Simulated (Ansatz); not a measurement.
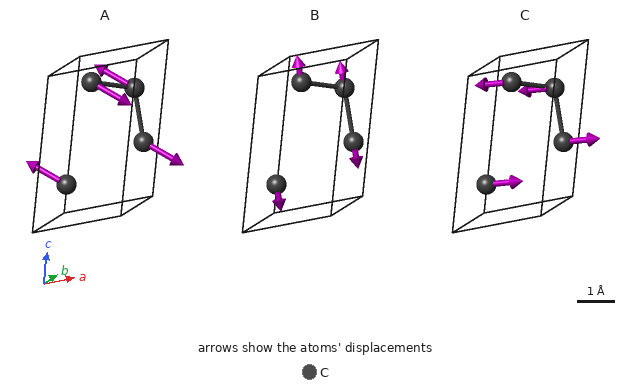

Three modes of crystalline C at the zone centre of a doubled cell, in no order (one member of each degenerate set). The purple arrows are the displacements of the atoms (eigenvector over the root of the mass), of arbitrary overall length and sign. The picture is a ball-and-stick view of the cell of the calculation, seen slightly off an axis.

Level of theory: DFT r2SCAN, scalar-relativistic, plane waves, PAW in Ansatz. (plane-wave cutoff 500 eV; k-point mesh 12 × 12 × 10; occupations gaussian; smearing width 0.05 eV; no spin polarisation)

Frequencies are those without the non-analytic (LO–TO) term.

**Order them from the lowest to the highest frequency (imaginary ones first).**

C (560 cm⁻¹), B (1050 cm⁻¹), A (1316 cm⁻¹). C, doubly degenerate: All motion is along [2 −1 0] of the drawn cell; atoms of one kind move against one another, with no net shift of their sublattice; the C–C bond lengths don't change to first order, so for these it is a bending, tilting or sliding motion. B, non-degenerate: All motion is along [1 1 −3] of the drawn cell; atoms of one kind move against one another, with no net shift of their sublattice; of the bonds it mainly stretches C–C, some lengthening while others shorten. A, triply degenerate: All motion is along [3 −1 −1] of the drawn cell; atoms of one kind move against one another, with no net shift of their sublattice.
